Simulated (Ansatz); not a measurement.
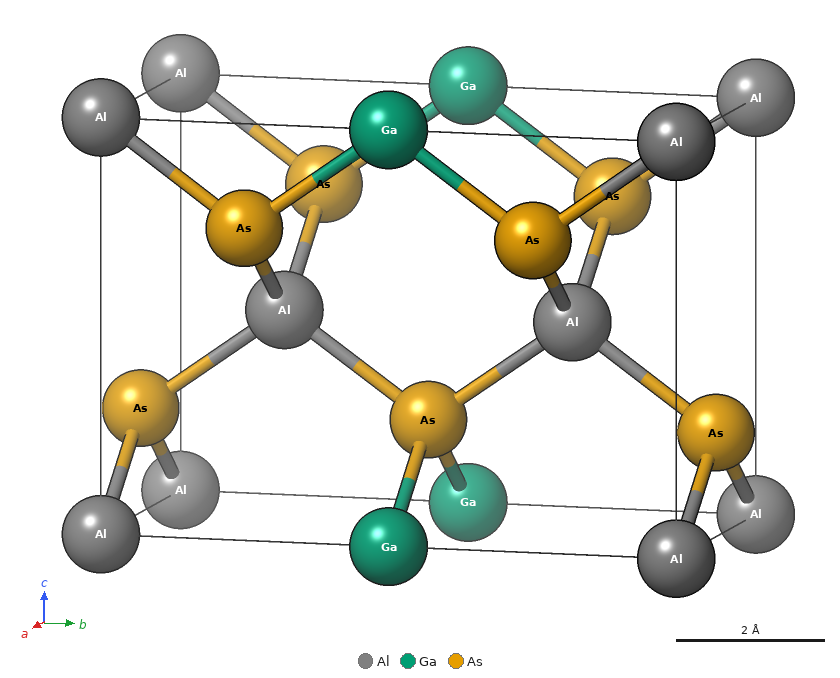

This ball-and-stick model is shown slightly off an axis. The wireframe shows the conventional unit cell. Cell: a = 4.06 Å, b = 8.11 Å, c = 5.73 Å, α = 90.00°, β = 90.00°, γ = 90.00°.

The structure comes from a structure type filled with these elements by a generator (whether the compound takes this form wasn't checked). Earlier steps of the study may have refined or changed the cell and positions. It went into a calculation with Ansatz.

**What is this?**

The formula is Al$_{3}$GaAs$_{4}$. The symmetry is that of Pmm2 (No. 25), on a primitive orthorhombic lattice. The cell holds 8 atoms (3 Al, 1 Ga, 4 As), Z = 1. Each Al atom is coordinated by four As in a tetrahedral arrangement at about 2.5 Å. The coordination shell of Ga holds four As in a tetrahedral arrangement at about 2.5 Å. As takes three kinds of site: 2g with three Al and one Ga in a tetrahedral arrangement (about 2.5 Å to Al, 2.5 Å to Ga); 1c with four Al in a tetrahedral arrangement at about 2.5 Å; 1d with two Al and two Ga in a tetrahedral arrangement (about 2.5 Å to Al, 2.5 Å to Ga). The bonds build a three-dimensional framework.

Theory: Ansatz, DFT PBE, scalar-relativistic, plane waves, PAW. Numerical settings: plane waves up to 420 eV, 8×4×6 k-mesh, Gaussian smearing of 0.02 eV, no spin polarisation.

**How large a gap does the method give, if there is one?**

A semiconductor at this level, with a gap of 1.30 eV, direct.

**What are the atomic charges by Bader's partition?**

Al +1.95 e; Ga +0.69 e; As -1.95 to -1.32 e.

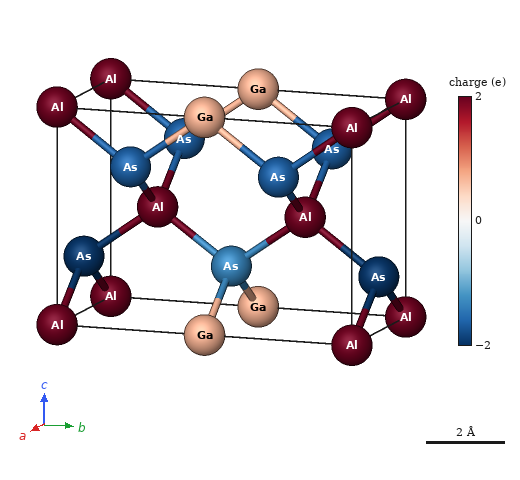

The atoms coloured by those charges. The run's cell of 8 atoms is drawn, so axes and origin can differ from the first picture.

**Do the forces and the stress vanish for this geometry?**

Yes. All forces vanish to within 0.01 eV/Å. The pressure is 0.0 GPa, close to zero.
